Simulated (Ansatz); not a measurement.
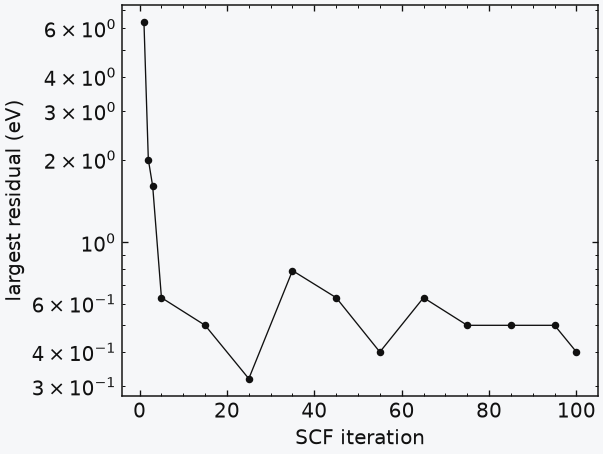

The plot shows the SCF iterations of a calculation: largest residual. Only some iterations were kept.

Program: Ansatz.

```
crystal:
  lattice:
    - [5.43, 0, 0]
    - [0, 5.43, 0]
    - [0, 0, 5.43]
  atoms:
    - { symbol: Si, position: [0.00011, 0.49741, 0.49724] }
    - { symbol: Si, position: [0.49717, -0.00172, 0.50343] }
    - { symbol: Si, position: [0.49607, 0.50311, -0.0029] }
    - { symbol: Si, position: [0.24781, 0.24824, 0.25235] }
    - { symbol: Si, position: [0.24927, 0.75035, 0.75322] }
    - { symbol: Si, position: [0.74959, 0.24747, 0.74945] }
    - { symbol: Si, position: [0.75272, 0.74867, 0.24803] }
kpoints:
  mp_grid: { grid: [1, 1, 1], shift: [0, 0, 0] }
hamiltonian:
  xc: pbe
  pseudopotentials: { kind: paw }
scf:
  occupations: { method: fixed }
```

### Was self-consistency reached?

It did not converge: it stopped after 100 iterations. The residual stalls around 0.5 from about step 5 on.
